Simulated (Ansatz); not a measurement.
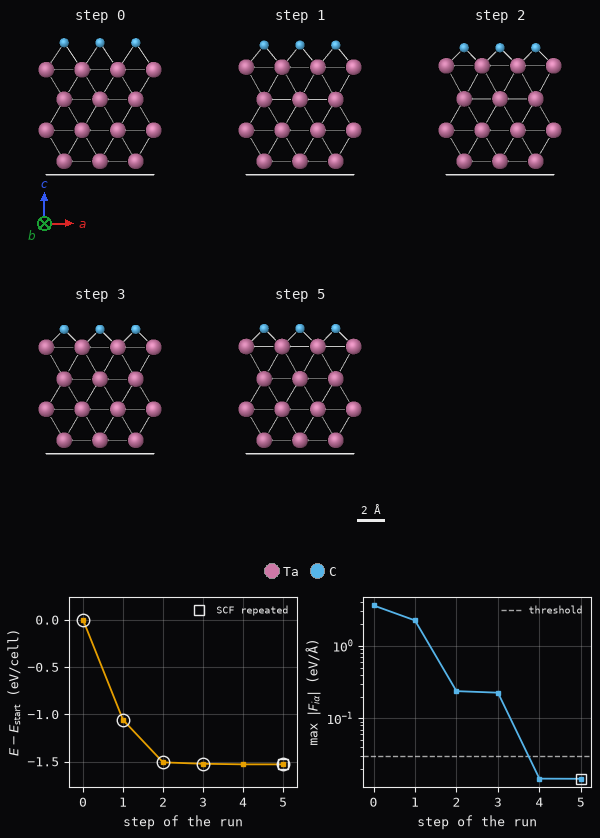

Frames of a constrained relaxation of a slab of composition Ta4C (cut from the Im-3m phase), marked on the history of the run. Style: ball-and-stick. Shown: the 3 × 3 repeat of the cell, outlined in the plane, without the vacuum, along the b axis.

Case: C put at a bridge Ta-Ta site. The slab is the (1 1 0) face of Ta with C on it. 2 atoms are held fixed.

Level of theory: DFT PBEsol, scalar-relativistic, plane waves, PAW (Ansatz).

Input
```yaml
crystal:
  lattice:
    - [2.8410132457, 0.0, 0.0]
    - [-0.9470044152, 2.6785329753, 0.0]
    - [0.0, 0.0, 25.9590328043]
  atoms:
    - { symbol: Ta, position: [0.5, 0.5, 0.3274390099] }
    - { symbol: Ta, position: [0.0, 0.0, 0.416798179] }
    - { symbol: Ta, position: [0.5, 0.5, 0.505847021] }
    - { symbol: Ta, position: [0.0, 0.0, 0.5912936051] }
    - { symbol: C, position: [0.5, 1.0, 0.6691085228] }
basis:
  ecutwfc: 420
kpoints:
  mp_grid: { grid: [11, 11, 1] }
hamiltonian:
  xc: pbesol
scf:
  occupations: { method: gaussian, width: 0.1 }
output:
  forces: true
  eigenvalues: true
relax:
  adjacent_minimum: "off"
  f_tol: 0.03
  max_steps: 70
  constraints: [{ sites: [0, 1] }]
efield:
  axis: 3
  dipole_correction: true
  ramp_width: 0.04
```

Launched with:
```bash
ansatz run input.yaml --threads 1 --pin off --max-ram 2560MiB --backend cpu --events-out ev --progress --plain --runs-dir out
```

### Describe the path.

The atom that moves furthest is C5 (0.51 Å along the normal (−c)). Largest moves by element: C 0.51 Å, Ta 0.16 Å. The lattice vectors keep their values. Some distances before and after: Ta4–C5 2.469 → 1.958 Å, Ta4–C5 (another image) 3.388 → 3.036 Å, Ta3–Ta4 2.759 → 2.925 Å, Ta3–Ta4 (another image) 3.210 → 3.353 Å. Among the angles between lasting bonds that change: Ta4–C5–Ta4 70.2° → 93.0°. Over 4 accepted moves (5 points after the start) the energy falls by 1.529 eV per cell of the calculation. The largest force component goes from 3.6 to 0.015 eV/Å. 1 step only repeated the SCF at the same geometry. The run took 110 s on 1 thread of Intel(R) Xeon(R) 6975P-C (Granite Rapids) (shared host), peak memory 0.67 GiB. From step 0 to 1: Ta4 moves most (0.20 Å), energy −1.060 eV per cell of the calculation. From step 1 to 2: C5 moves most (0.19 Å), energy −0.449 eV per cell of the calculation. From step 2 to 3: C5 moves most (0.19 Å), energy −14.8 meV per cell of the calculation. From step 3 to 5: C5 moves most (0.06 Å), energy −6.2 meV per cell of the calculation.

| step | E − E(0), meV/atom | largest force component, eV/Å | note |
| --- | --- | --- | --- |
| 0 | 0.00 | 3.6078 |  |
| 1 | -211.94 | 2.2418 |  |
| 2 | -301.70 | 0.2375 |  |
| 3 | -304.65 | 0.2261 |  |
| 4 | -305.89 | 0.0148 |  |
| 5 | -305.89 | 0.0147 | same geometry, SCF repeated |

Limits of the set-up: the periodic images lie only 2.8 Å apart, so the values are limited by the cell's size.
